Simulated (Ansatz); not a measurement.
# Run report: WSe₂, single-point calculation (part 2 of 3)

Continued. System: WSe₂ (P6₃/mmc, 6 atoms in the cell). Method: DFT LDA+U+J, scalar-relativistic, plane waves, PAW, U = 4 eV, J = 0.9 eV on W atom 1 d; U = 4 eV, J = 0.9 eV on W atom 2 d, spin-polarised (Ansatz 0.2.0); cutoff 420 eV, 7×7×2 k-mesh, Gaussian smearing of 0.05 eV, collinear spins. The structure derives from an entry of the Crystallography Open Database. It belongs to a series of runs on one base structure; here: random orbitals: random, high filling.

Geometry of the input (Å; fractional positions):
```
3.2900  0.0000  0.0000
-1.6450  2.8492  0.0000
0.0000  0.0000  12.9700
W  0.3333  0.6667  0.2500
W  0.6667  0.3333  0.7500
Se 0.3333  0.6667  0.6210
Se 0.6667  0.3333  0.1210
Se 0.3333  0.6667  0.8790
Se 0.6667  0.3333  0.3790
```

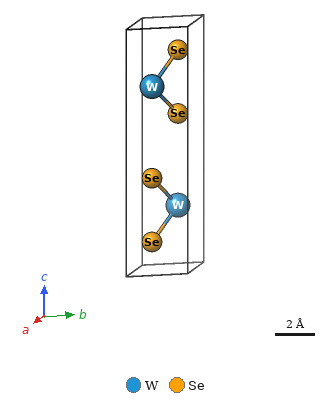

Figure 1. The structure as given in the input (ball-and-stick view of the cell of the calculation, seen slightly off an axis).

**The program's output, continued**
```
SCF iter   1: F=—  HF=-41793.600150 eV  |F-HF|=—  |Δ(HF+E_count)|=         —  Δρ=5.18e-2 (↑5.18e-2 ↓5.18e-2)  dr2=1.88e0  dr2_m=2.66e0  M=-0.000 μB ∫|m|=1.070 μB  β_m=0.30  ethr=2.03e-3  ⟨swp⟩=1.4  Hψ=27672  notcnv=0
preconditioner: auto → Kerker (q_TF=auto, 2.604 Å⁻¹)  [metal: Δε(μ)=0.019 eV  Ē_g=9.933 eV  σ=0.050 eV  W_gap=0.21  n_scr=40 (ndim 8)  ℏωp=20.2 eV  f_vac=0.022  D(μ)=0.89/eV (n_scr^D=4)]
spin=Collinear: Kerker preconditioning applied to the charge; magnetization (m = ρ↑ − ρ↓) channel mixes plain (no charge-response kernel on spin).
SCF iter   2: F=—  HF=-41793.834031 eV  |F-HF|=—  |Δ(HF+E_count)|=   2.34e-1  Δρ=3.76e-2 (↑3.76e-2 ↓3.76e-2)  dr2=1.37e0  dr2_m=1.39e0  M=-0.000 μB ∫|m|=1.030 μB  β_m=0.30  ethr=2.03e-3  ⟨swp⟩=2.0  Hψ=6458  notcnv=0
SCF iter   3: F=—  HF=-41793.761976 eV  |F-HF|=—  |Δ(HF+E_count)|=   7.21e-2  Δρ=2.59e-2 (↑2.59e-2 ↓2.59e-2)  dr2=5.00e-1  dr2_m=7.29e-1  M=-0.000 μB ∫|m|=1.031 μB  β_m=0.30  ethr=1.49e-3  ⟨swp⟩=2.2  Hψ=8131  notcnv=0  defer=144
SCF iter   4: F=—  HF=-41793.803502 eV  |F-HF|=—  |Δ(HF+E_count)|=   4.15e-2  Δρ=1.89e-2 (↑1.89e-2 ↓1.89e-2)  dr2=4.74e-2  dr2_m=3.93e-1  M=0.000 μB ∫|m|=1.029 μB  β_m=0.30  ethr=5.43e-4  ⟨swp⟩=2.0  Hψ=7520  notcnv=0  defer=440
SCF iter   5: F=—  HF=-41793.867646 eV  |F-HF|=—  |Δ(HF+E_count)|=   6.41e-2  Δρ=1.39e-2 (↑1.39e-2 ↓1.39e-2)  dr2=2.78e-2  dr2_m=2.10e-1  M=0.000 μB ∫|m|=1.038 μB  β_m=0.30  ethr=5.15e-5  ⟨swp⟩=1.3  Hψ=5524  notcnv=0  defer=446
SCF iter   6: F=—  HF=-41793.900467 eV  |F-HF|=—  |Δ(HF+E_count)|=   3.28e-2  Δρ=1.01e-2 (↑1.01e-2 ↓1.01e-2)  dr2=1.76e-3  dr2_m=1.12e-1  M=-0.000 μB ∫|m|=1.053 μB  β_m=0.30  ethr=3.02e-5  ⟨swp⟩=2.0  Hψ=7860  notcnv=0  defer=446
SCF iter   7: F=—  HF=-41793.920495 eV  |F-HF|=—  |Δ(HF+E_count)|=   2.00e-2  Δρ=7.37e-3 (↑7.37e-3 ↓7.37e-3)  dr2=7.52e-4  dr2_m=6.03e-2  M=-0.000 μB ∫|m|=1.068 μB  β_m=0.30  ethr=1.91e-6  ⟨swp⟩=2.0  Hψ=9908  notcnv=0  defer=442
SCF iter   8: F=—  HF=-41793.932313 eV  |F-HF|=—  |Δ(HF+E_count)|=   1.18e-2  Δρ=5.41e-3 (↑5.41e-3 ↓5.41e-3)  dr2=1.45e-4  dr2_m=3.26e-2  M=0.000 μB ∫|m|=1.083 μB  β_m=0.30  ethr=8.18e-7  ⟨swp⟩=2.0  Hψ=9806  notcnv=0  defer=440
Mixer restart at iter 8: flushing history
spin-set hold released at iteration 8 (site moments contracting): the magnetisation degrees of freedom join the quasi-Newton model from the next iteration; the mixer history was flushed
SCF iter   9: F=—  HF=-41793.938490 eV  |F-HF|=—  |Δ(HF+E_count)|=   6.18e-3  Δρ=3.98e-3 (↑3.98e-3 ↓3.98e-3)  dr2=1.04e-4  dr2_m=1.77e-2  M=0.000 μB ∫|m|=1.094 μB  β_m=0.65  ethr=1.58e-7  ⟨swp⟩=2.0  Hψ=9900  notcnv=0  defer=440
SCF iter  10: F=—  HF=-41793.946557 eV  |F-HF|=—  |Δ(HF+E_count)|=   8.07e-3  Δρ=2.42e-4 (↑2.42e-4 ↓2.42e-4)  dr2=3.51e-5  dr2_m=6.13e-5  M=-0.000 μB ∫|m|=1.136 μB  β_m=0.67  ethr=1.13e-7  ⟨swp⟩=3.0  Hψ=11540  notcnv=0  defer=440
SCF iter  11: F=—  HF=-41793.946605 eV  |F-HF|=—  |Δ(HF+E_count)|=   4.86e-5  Δρ=1.12e-4 (↑1.12e-4 ↓1.12e-4)  dr2=5.93e-6  dr2_m=1.31e-5  M=-0.000 μB ∫|m|=1.139 μB  β_m=0.80  ethr=3.82e-8  ⟨swp⟩=2.0  Hψ=10214  notcnv=0  defer=464
SCF iter  12: F=—  HF=-41793.946618 eV  |F-HF|=—  |Δ(HF+E_count)|=   1.33e-5  Δρ=2.36e-5 (↑2.36e-5 ↓2.36e-5)  dr2=1.19e-6  dr2_m=4.81e-7  M=-0.000 μB ∫|m|=1.140 μB  β_m=0.90  ethr=6.44e-9  ⟨swp⟩=2.0  Hψ=9936  notcnv=0  defer=464
SCF iter  13: F=—  HF=-41793.946619 eV  |F-HF|=—  |Δ(HF+E_count)|=   5.01e-7  Δρ=4.52e-6 (↑4.52e-6 ↓4.52e-6)  dr2=2.57e-7  dr2_m=6.40e-10  M=-0.000 μB ∫|m|=1.141 μB  β_m=0.90  ethr=1.29e-9  ⟨swp⟩=2.0  Hψ=7082  notcnv=0  defer=464
Mixer restart at iter 13: flushing history
SCF iter  14: F=—  HF=-41793.947174 eV  |F-HF|=—  |Δ(HF+E_count)|=         —  Δρ=5.56e-6 (↑5.56e-6 ↓5.56e-6)  dr2=2.96e-7  dr2_m=3.06e-9  M=-0.000 μB ∫|m|=1.141 μB  β_m=0.90  ethr=2.79e-10  ⟨swp⟩=2.8  Hψ=9600  notcnv=0  defer=464
SCF iter  15: F=—  HF=-41795.941988 eV  |F-HF|=—  |Δ(HF+E_count)|=    1.99e0  Δρ=5.70e-3 (↑5.70e-3 ↓5.70e-3)  dr2=3.19e-2  dr2_m=2.14e-2  M=0.000 μB ∫|m|=0.688 μB  β_m=0.09  ethr=2.79e-10  ⟨swp⟩=6.9  Hψ=26335  notcnv=0  defer=464
SCF iter  16: F=—  HF=-41795.990512 eV  |F-HF|=—  |Δ(HF+E_count)|=   4.85e-2  Δρ=5.43e-3 (↑5.43e-3 ↓5.43e-3)  dr2=2.91e-2  dr2_m=1.96e-2  M=0.000 μB ∫|m|=0.657 μB  β_m=0.04  ethr=2.79e-10  ⟨swp⟩=4.0  Hψ=17263  notcnv=0  defer=448
SCF iter  17: F=—  HF=-41796.016583 eV  |F-HF|=—  |Δ(HF+E_count)|=   2.61e-2  Δρ=5.29e-3 (↑5.29e-3 ↓5.29e-3)  dr2=2.78e-2  dr2_m=1.87e-2  M=0.000 μB ∫|m|=0.638 μB  β_m=0.10  ethr=2.79e-10  ⟨swp⟩=4.0  Hψ=15904  notcnv=0  defer=448
SCF iter  18: F=—  HF=-41796.102237 eV  |F-HF|=—  |Δ(HF+E_count)|=   8.57e-2  Δρ=4.79e-3 (↑4.79e-3 ↓4.79e-3)  dr2=2.24e-2  dr2_m=1.57e-2  M=0.000 μB ∫|m|=0.574 μB  β_m=0.16  ethr=2.79e-10  ⟨swp⟩=5.1  Hψ=22019  notcnv=0  defer=448
SCF iter  19: F=—  HF=-41796.252446 eV  |F-HF|=—  |Δ(HF+E_count)|=   1.50e-1  Δρ=3.34e-3 (↑3.34e-3 ↓3.34e-3)  dr2=1.32e-2  dr2_m=8.73e-3  M=0.000 μB ∫|m|=0.430 μB  β_m=0.70  ethr=2.79e-10  ⟨swp⟩=5.8  Hψ=24872  notcnv=0  defer=450
SCF iter  20: F=—  HF=-41796.358722 eV  |F-HF|=—  |Δ(HF+E_count)|=   1.06e-1  Δρ=9.52e-4 (↑9.52e-4 ↓9.52e-4)  dr2=2.79e-3  dr2_m=8.53e-4  M=0.000 μB ∫|m|=0.158 μB  β_m=0.85  ethr=2.79e-10  ⟨swp⟩=6.0  Hψ=28188  notcnv=0  defer=448
SCF iter  21: F=—  HF=-41796.367958 eV  |F-HF|=—  |Δ(HF+E_count)|=   9.24e-3  Δρ=4.15e-4 (↑4.15e-4 ↓4.15e-4)  dr2=5.55e-4  dr2_m=1.18e-4  M=0.000 μB ∫|m|=0.064 μB  β_m=0.79  ethr=2.79e-10  ⟨swp⟩=5.1  Hψ=24296  notcnv=0  defer=448
SCF iter  22: F=—  HF=-41796.368775 eV  |F-HF|=—  |Δ(HF+E_count)|=   8.17e-4  Δρ=2.14e-4 (↑2.14e-4 ↓2.14e-4)  dr2=5.68e-5  dr2_m=4.06e-5  M=0.000 μB ∫|m|=0.034 μB  β_m=0.90  ethr=2.79e-10  ⟨swp⟩=4.7  Hψ=18952  notcnv=0  defer=448
SCF iter  23: F=—  HF=-41796.369163 eV  |F-HF|=—  |Δ(HF+E_count)|=   3.88e-4  Δρ=9.96e-5 (↑9.96e-5 ↓9.96e-5)  dr2=2.04e-5  dr2_m=9.30e-6  M=0.000 μB ∫|m|=0.016 μB  β_m=0.95  ethr=2.79e-10  ⟨swp⟩=4.0  Hψ=15756  notcnv=0  defer=448
SCF iter  24: F=—  HF=-41796.369278 eV  |F-HF|=—  |Δ(HF+E_count)|=   1.14e-4  Δρ=3.04e-5 (↑3.04e-5 ↓3.04e-5)  dr2=2.31e-6  dr2_m=6.22e-7  M=0.000 μB ∫|m|=0.004 μB  β_m=0.95  ethr=2.79e-10  ⟨swp⟩=3.9  Hψ=14684  notcnv=0  defer=448
SCF iter  25: F=—  HF=-41796.369282 eV  |F-HF|=—  |Δ(HF+E_count)|=   4.19e-6  Δρ=1.51e-5 (↑1.51e-5 ↓1.51e-5)  dr2=2.88e-6  dr2_m=1.36e-7  M=0.000 μB ∫|m|=0.002 μB  β_m=0.87  ethr=2.79e-10  ⟨swp⟩=3.0  Hψ=14139  notcnv=0  defer=448
SCF iter  26: F=—  HF=-41796.369282 eV  |F-HF|=—  |Δ(HF+E_count)|=   2.46e-7  Δρ=8.05e-6 (↑8.05e-6 ↓8.05e-6)  dr2=8.44e-7  dr2_m=4.31e-8  M=0.000 μB ∫|m|=0.001 μB  β_m=0.94  ethr=2.79e-10  ⟨swp⟩=2.0  Hψ=9778  notcnv=0  defer=448
SCF iter  27: F=—  HF=-41796.369282 eV  |F-HF|=—  |Δ(HF+E_count)|=   2.55e-7  Δρ=2.52e-6 (↑2.52e-6 ↓2.52e-6)  dr2=1.19e-7  dr2_m=5.04e-9  M=0.000 μB ∫|m|=0.000 μB  β_m=0.97  ethr=2.79e-10  ⟨swp⟩=2.0  Hψ=9752  notcnv=0  defer=448
iter 28 did not close the SCF: its close was put off for a magnetic moment that had not settled (scf_convergence_deferred on its scf_iter line)
SCF iter  28: F=-41796.369282 eV  HF=-41796.369282 eV  |F-HF|=1.37e-8  |Δ(HF+E_count)|=   3.46e-8  Δρ=7.20e-7 (↑7.20e-7 ↓7.19e-7)  dr2=1.49e-8  dr2_m=3.19e-10  M=0.000 μB ∫|m|=0.000 μB  β_m=0.98  ethr=1.09e-10  ⟨swp⟩=14.6  Hψ=36692  notcnv=0
SCF iter  29: F=-41796.369282 eV  HF=-41796.369282 eV  |F-HF|=1.99e-9  |Δ(HF+E_count)|=  9.17e-10  Δρ=2.55e-7 (↑2.55e-7 ↓2.55e-7)  dr2=2.14e-9  dr2_m=4.30e-11  M=0.000 μB ∫|m|=0.000 μB  ethr=1.62e-11  ⟨swp⟩=5.9  Hψ=30572  notcnv=0
WARN: the starting moments were not kept: the SCF closed with an absolute magnetisation of 2.8e-5 μB, where they sum to 4 μB in size (2 sites). That is at most 0.1 of that sum. Measured as dr2_m measures the in/out step, that magnetisation stands 9.1e-11 eV from none, at or under the dr2_threshold of 1.0e-7 eV: it is no larger than a step whose dr2_m would equal this threshold. The system may hold no moment; this SCF shows only that its start led to no more than that. To try another start: raise the starting moments (crystal.atoms[].spin, magnetization.per_species, magnetization.initial_magnetization, or on a non-collinear deck that types none of these the spinor_matrix: blocks that start its atoms; where the total moment is fixed, keep their sum and leave initial_magnetization as it is; typed ones take the place of any that the run laid by itself, positive ones on a crystal's lanthanoids without a Hubbard term where scf.initial_density.shell_occupations: [] is typed) or, if the notice of its spin-set hold's release reads "site moments contracting" or "site moments show no strong build", lengthen the hold (scf.mixing.spin_hold: { on: { confirm: 4 } }; for m-r²SCAN on two components see the key's manual first). Each may lead to a state that holds a moment. A second SCF, from the converged charge density, with the starting moments and any scf.initial_density.shell_occupations laid on it anew, would have followed, and was not run: the deck does not ask for one (magnetization.retry_lost_moments is false, the default). To let it run, set magnetization.retry_lost_moments: true and run the deck again, where that key's refused combinations let it; where memory then withholds it, that run's warning says so.
WARN: hamiltonian.hubbard: on 4 of 4 specified blocks the occupation matrix of this SCF's result fails the test of the specified filling. At site 0 ↑ (sites count from 0 in the list of atoms of the cell that this SCF solves) the least filled combination of the orbitals specified full has occupation 0.501, and the fullest combination of the orbitals specified empty has occupation 0.517; the filling counts as kept where the first is at least 0.75 and exceeds the second by more than 0.25. The same holds at site 0 ↓, site 1 ↑, site 1 ↓. The state of this SCF's result may not hold the specified filling, though these bounds can also misjudge a state that does. This warning does not say which state is lower in energy, or whether the specified filling is a self-consistent state at all; see hamiltonian.hubbard.sites[].starting_ns, Limitations, and scf.initial_density.shell_occupations in the input reference
SCF 1 converged in 29 iterations: F = -41796.369282 eV  dr2 = 2.14e-9
  greatest PAW one-centre occupation: 1.000 electrons in one spin orbital (limit 2), on the W atom at site 0 (counted from 0), in its partial waves of l = 0
SCF converged after 29 iterations
Magnetization: 0.0000 μB (46.0000 up, 46.0000 down)
Absolute magnetization: 0.0000 μB (∫|ρ↑−ρ↓|, with the PAW one-centre terms)
Spin contamination: 0.0000 ħ² per cell (⟨S²⟩ above its minimum at these occupations)
Per-site moments (μB) at R_I (Å): [(-4.022635717690269e-7, 1.044154378406521), (4.02957166444875e-7, 1.044154378406521), (-1.0627480003298313e-6, 1.044154378406521), (-3.2360732453304387e-7, 1.0441543784065213), (3.2301976057198353e-7, 1.0441543784065217), (1.062074883190193e-6, 1.044154378406521)]
Free energy (F): -41796.369282 eV
Harris-Foulkes:  -41796.369282 eV  (|F-HF|=1.99e-9)
Internal energy: -41796.369282 eV  (E = F + TS)
E sigma→0 (E₀):  -41796.369282 eV
Fermi energy:    13.064437 eV
--- Per-component energies (eV) ---
  E_band       = -1718.141082
  E_kinetic    = 1381.886670
  E_local      = -11477.470681  (includes V_loc(G=0)·N_el)
  E_nonlocal   = -2341.529333
  E_hartree    = 5501.403301
  E_xc         = -946.874054
  E_vxc        = -875.021681  (∫ρ·V_xc dr)
  E_hubbard    = -0.052245  (on-site DFT+U / exact-exchange correction)
  E_vhub       = -0.104489  (the Hubbard potential's part of the band-sum identity)
  E_paw        = -23928.319132  (= ΣΔE_a)
  E_vpaw       = 591.295023  (= ΣTr[D̂ρ^β])
  E_aug_tail   = -0.002526  (compensation charges beyond the density's cutoff)
  E_ewald      = -9994.847037
  E_core_change = 9.435755  (= ΣΔE_core)
  E_smearing   = -0.000000  (= −TS)
  E_closure    = 0.000000  (closes the sum)
  Σ components = -41796.369282   (vs F -41796.369282, Δ=0.00e0)
--- DFT+U+J on-site energies (Liechtenstein; amf double counting; per corrected site; eV) ---
  site 0 (l=d): U=4.0000  J=0.9000  Tr N=5.0499  E_int=41.286704  E_dc=41.312826  E_U=-0.026122
  site 1 (l=d): U=4.0000  J=0.9000  Tr N=5.0499  E_int=41.286703  E_dc=41.312826  E_U=-0.026122
--- Specified on-site occupations, and those of the state reported ---
  electrons in the specified blocks: 4.2000 specified, 10.0999 found
  site 0 (l=d) ↓: largest change of an orbital's occupation 0.5513; electrons 0.1000 specified, 2.5250 found; spectral distance 1.0883
  site 1 (l=d) ↑: largest change of an orbital's occupation 0.5513; electrons 0.1000 specified, 2.5250 found; spectral distance 1.0883
  site 0 (l=d) ↑: largest change of an orbital's occupation 0.4967; electrons 2.0000 specified, 2.5250 found; spectral distance 1.0004
  site 1 (l=d) ↓: largest change of an orbital's occupation 0.4967; electrons 2.0000 specified, 2.5250 found; spectral distance 1.0004
--- Forces (eV/Å), atoms counted from 1 ---
  atom   1  W     -0.00000091    -0.00000074    -0.00000905
  atom   2  W      0.00000091     0.00000073     0.00000905
  atom   3  Se    -0.00000032    -0.00000017     0.35247851
  atom   4  Se     0.00000022     0.00000029     0.35247871
  atom   5  Se    -0.00000023    -0.00000029    -0.35247870
  atom   6  Se     0.00000032     0.00000018    -0.35247852
  max |Σ_I F_I| component: 9.35e-9 eV/Å
--- Stress (GPa, compression-positive) ---
       -3.966004       0.000001       0.000000
        0.000001      -3.965999      -0.000000
        0.000000      -0.000000      -3.739356
  P = ⅓ Tr σ = -3.8905 GPa (-38.905 kbar)
--- Band table (eV; the first three rows and the last of 100) ---
  k-point 0 ↑: bands = ["-61.6307", "-61.6306", "-35.3418", "-35.3418", "-35.3418", "-35.3418", "-35.3412", "-35.3412", "-35.3411", "-35.3411", "-35.3142", "-35.3142", "-35.3139", "-35.3139", "-35.3130", "-35.3130", "-35.3127", "-35.3127", "-35.3027", "-35.3025", "-35.3005", "-35.3003", "-25.8900", "-25.8900", "-25.7700", "-25.7700", "-25.7700", "-25.7700", "-2.6649", "-2.4110", "-1.4952", "-1.0722", "5.4555", "6.5497", "8.9865", "9.9188", "9.9188", "9.9355", "9.9355", "11.1447", "11.1447", "11.2015", "11.2015", "11.3514", "11.6037", "12.4938", "15.3014", "15.3014", "15.3317", "15.3317", "15.3502", "15.3502", "15.5413", "15.5413", "16.9816", "17.7210", "20.2349", "20.6661"]
```
